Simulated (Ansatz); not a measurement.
## Electronic structure of H$_{2}$C$_{33}$ (slab) in real space

Input file:

```
crystal:
  lattice:
    - [9.864, 0.0, 0.0]
    - [-4.932, 8.542475, 0.0]
    - [0.0, 0.0, 12.0]
  atoms:
    - { symbol: C, position: [0.0, 0.0, 0.0833333] }
    - { symbol: C, position: [0.1666667, 0.0833333, 0.0833333] }
    - { symbol: C, position: [0.0, 0.25, 0.0833333] }
    - { symbol: C, position: [0.1666667, 0.3333333, 0.0833333] }
    - { symbol: C, position: [0.0, 0.5, 0.0833333] }
    - { symbol: C, position: [0.1666667, 0.5833333, 0.0833333] }
    - { symbol: C, position: [0.0, 0.75, 0.0833333] }
    - { symbol: C, position: [0.1666667, 0.8333333, 0.0833333] }
    - { symbol: C, position: [0.25, 0.0, 0.0833333] }
    - { symbol: C, position: [0.4166667, 0.0833333, 0.0833333] }
    - { symbol: C, position: [0.25, 0.25, 0.0833333] }
    - { symbol: C, position: [0.4166667, 0.3333333, 0.0833333] }
    - { symbol: C, position: [0.25, 0.5, 0.0833333] }
    - { symbol: C, position: [0.4166667, 0.5833333, 0.0833333] }
    - { symbol: C, position: [0.25, 0.75, 0.0833333] }
    - { symbol: C, position: [0.4166667, 0.8333333, 0.0833333] }
    - { symbol: C, position: [0.5, 0.0, 0.0833333] }
    - { symbol: C, position: [0.6666667, 0.0833333, 0.0833333] }
    - { symbol: C, position: [0.5, 0.25, 0.0833333] }
    - { symbol: C, position: [0.6666667, 0.3333333, 0.0833333] }
    - { symbol: C, position: [0.5, 0.5, 0.0833333] }
    - { symbol: C, position: [0.6666667, 0.5833333, 0.0833333] }
    - { symbol: C, position: [0.5, 0.75, 0.0833333] }
    - { symbol: C, position: [0.6666667, 0.8333333, 0.0833333] }
    - { symbol: C, position: [0.75, 0.0, 0.0833333] }
    - { symbol: C, position: [0.9166667, 0.0833333, 0.0833333] }
    - { symbol: C, position: [0.75, 0.25, 0.0833333] }
    - { symbol: C, position: [0.9166667, 0.3333333, 0.0833333] }
    - { symbol: C, position: [0.75, 0.5, 0.0833333] }
    - { symbol: C, position: [0.9166667, 0.5833333, 0.0833333] }
    - { symbol: C, position: [0.75, 0.75, 0.0833333] }
    - { symbol: C, position: [0.9166667, 0.8333333, 0.0833333] }
    - { symbol: C, position: [0.0239582, 0.5545091, 0.2075] }
    - { symbol: H, position: [0.0327398, 0.4679765, 0.2575] }
    - { symbol: H, position: [0.0151766, 0.6410417, 0.2575] }
basis:
  ecutwfc: 420.0
kpoints:
  mp_grid: { grid: [2, 2, 1] }
hamiltonian:
  xc: pbe
scf:
  occupations: { method: fermi_dirac, width: 0.02 }
  lower_state_search: "off"
relax:
  f_tol: 0.03
  max_steps: 60
  adjacent_minimum: "off"
output:
  write_density: true
  write_potential: true
  elf: true
  volumetric_format: npy
```

Command:

```sh
ansatz run input.yaml --threads 2 --pin off --max-ram 5120MiB --backend cpu --events-out ev --progress --plain --runs-dir out
```

The fields are those of the relaxed geometry.

The calculation used DFT PBE, scalar-relativistic, plane waves, PAW (Ansatz).

In a PAW calculation such maps are meaningful between the atoms, not at the nuclei.

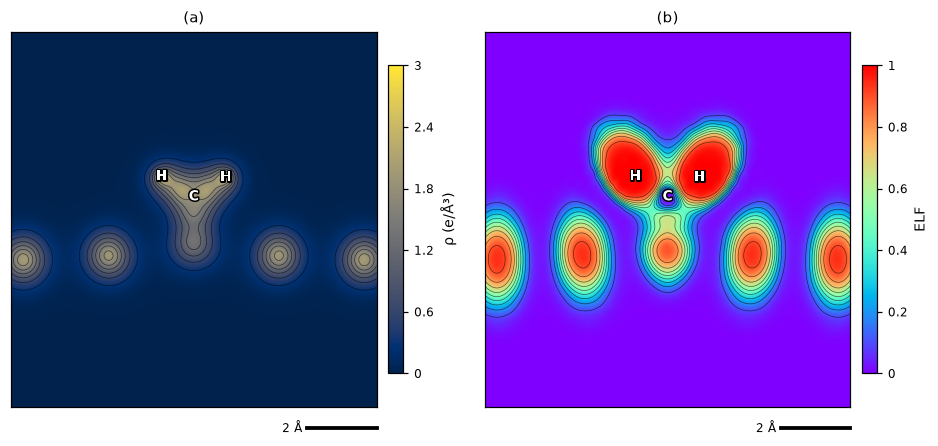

Figure 1. (a) valence electron density; (b) electron localisation function on the (100) plane of the calculation cell, a cut from vacuum to vacuum.

> Interpret the plot.

The section cuts through C and H sites. Atoms just off the plane (C, 0.7 Å away) can leave unmarked features too. C–H (1.09 Å): ρ is about 2 e/Å³ halfway; the ELF climbs to about 1 towards the hydrogen, as it does in any bond to H (an ordinary covalent bond to hydrogen). The density dies away to nearly zero in the vacuum.

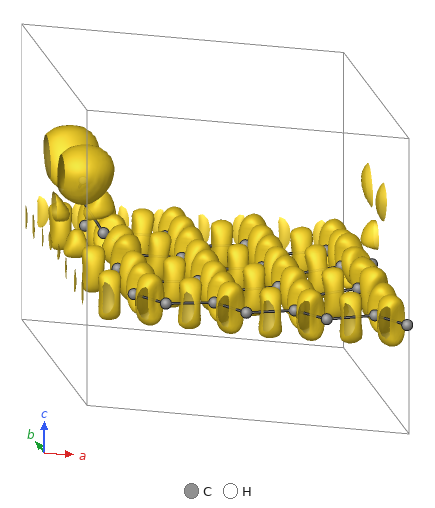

Figure 2. Isosurface of the ELF at 0.75 (yellow), seen slightly off an axis. Only the valence region is drawn (cores and ρ < 0.01 e/Å³ removed). Sticks mark near contacts.

> What do the ELF domains correspond to?

The surface consists of 50 regions between bonded C–C atoms (shared pairs) and two regions around hydrogen nuclei, counted in one cell of 35 atoms. Counts are for one cell; the picture repeats the cell along the surface.


 C–C (1.40 Å): the ELF peaks at about 0.95 between the atoms (a covalent bond).
